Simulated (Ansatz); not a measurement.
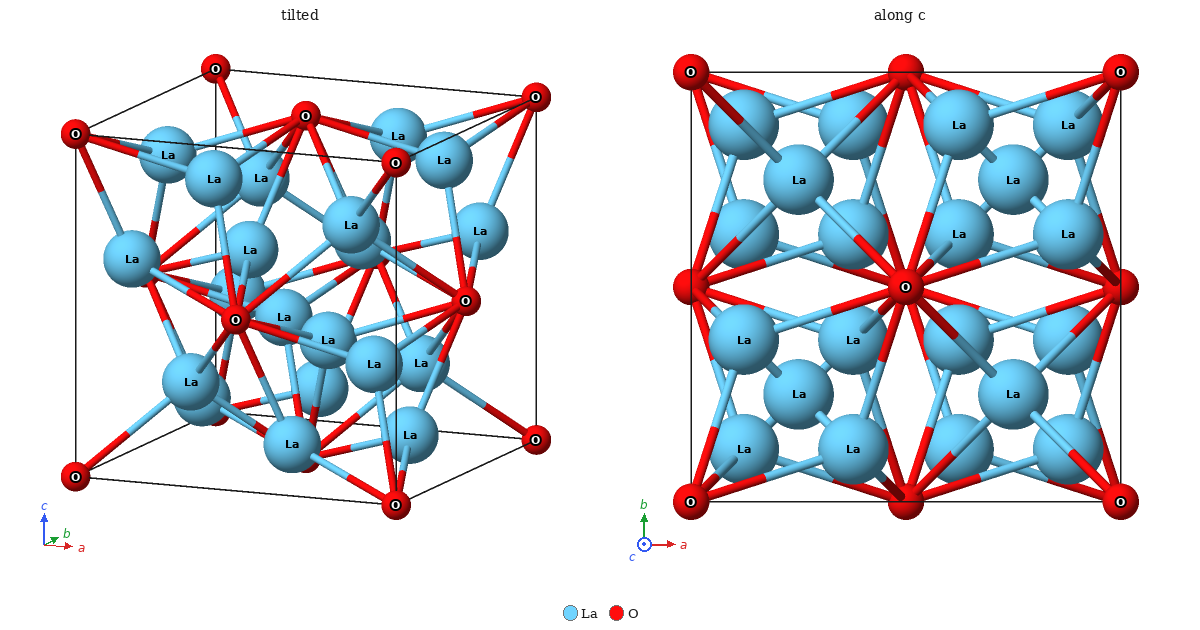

We look at a ball-and-stick model of the crystal slightly off an axis and along the c axis. The lines enclose the conventional unit cell; boundary atoms appear with their images. Cell: a = 9.24 Å, b = 9.24 Å, c = 9.24 Å, α = 90.00°, β = 90.00°, γ = 90.00°.

The structure comes from a structure type filled with these elements by a generator (whether the compound takes this form wasn't checked). Earlier steps of the study, as a rule a relaxation of our own, may have changed the cell and positions, so they can lie some per cent off the listed ones. It was run through Ansatz as a DFT input.

Q: In words:

A: The structure is one of La5O. The structure has F-43m (No. 216) symmetry and a face-centred cubic lattice. The cell has 24 atoms, namely 20 La, 4 O. O is linked to 16 La at about 3.8 to 4.0 Å. The bonds build a three-dimensional framework.

Setup: DFT PBE, scalar-relativistic, plane waves, PAW in Ansatz; a cutoff energy of 420 eV, k-points about 0.15 Å⁻¹ apart, Gaussian smearing of 0.1 eV, no spin polarisation.

Q: Classify it as metallic or gapped, with the value.

A: A metal: bands cross the Fermi level.

Q: State the Bader charges by element.

A: La +0.17 to +0.47 e; O -1.17 e.

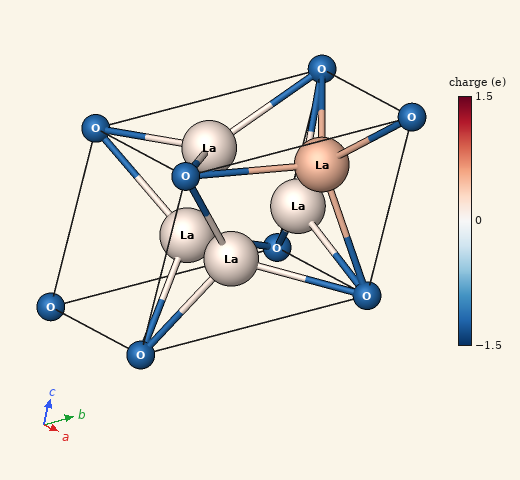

The atoms coloured by those charges. The run's cell of 6 atoms is drawn, so axes and origin can differ from the first picture.

Q: Is this the optimised geometry for these settings?

A: Yes. The largest force is 0.01 eV/Å. The pressure is 0.0 GPa, close to zero.
